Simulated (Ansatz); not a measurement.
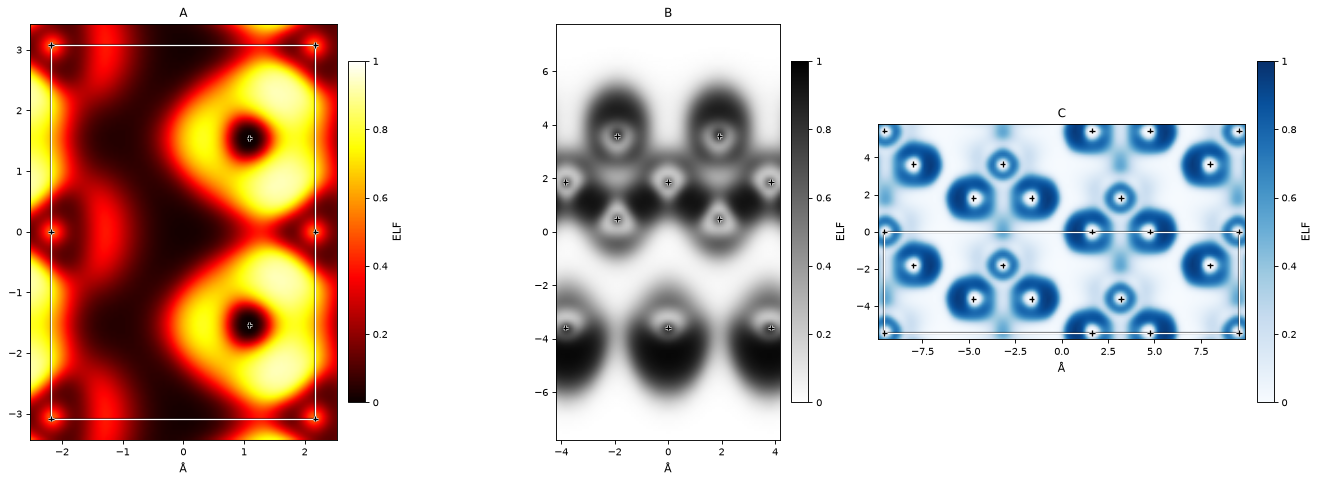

The electron localisation function of 3 systems, each on a plane through atoms (crosses mark nuclei in the plane).

Level of theory: Ansatz, DFT PBEsol, scalar-relativistic, plane waves, PAW.

System 1: WS2, the (110) plane of the conventional cell. Space group R3m.

System 2: Si (slab), the (010) plane of the calculation cell, a cut from vacuum to vacuum. The program warned that a starting moment wasn't kept; spin-polarised, but the moments vanished.

```xyz
7
Lattice="3.8417 0.0000 0.0000 0.0000 3.8417 0.0000 0.0000 0.0000 25.7913" Properties=species:S:1:pos:R:3 pbc="T T T"
Si    0.0000    1.9209    8.5000
Si    0.0000    0.0000    9.8582
Si    1.9209    0.0000   11.2166
Si    1.9209    1.9209   12.5572
Si    0.0000    1.9209   13.9391
Si    0.0000    0.0000   15.5725
Si    1.9209    1.9209   15.6684
```

System 3: SiC, the (101) plane of the conventional cell. Space group F-43m.

```
CELL_PARAMETERS angstrom
4.35666 0.00000 0.00000
0.00000 0.00000 -4.35666
0.00000 4.35666 0.00000
ATOMIC_POSITIONS crystal
Si 0.50000 0.50000 0.00000
Si 0.00000 0.50000 0.50000
Si 0.00000 0.00000 0.00000
Si 0.50000 0.00000 0.50000
C 0.75000 0.75000 0.25000
C 0.25000 0.75000 0.75000
C 0.25000 0.25000 0.25000
C 0.75000 0.25000 0.75000
```

Match each panel to its system.

Answer. Panel A is system 3, SiC: the plane holds Si and C. Si–C (1.89 Å): the ELF peaks at about 0.95 between the atoms, as expected for a shared electron pair. Panel B is system 2, Si: the plane holds Si. Si–Si (2.37 Å): the ELF peaks at about 0.90 between the atoms. Panel C is system 1, WS2: the plane holds W and S. W–S (2.40 Å): the ELF peaks at about 0.85 in the valence shell of S, 0.8 Å from its nucleus, and is about 0.50 at the midpoint.
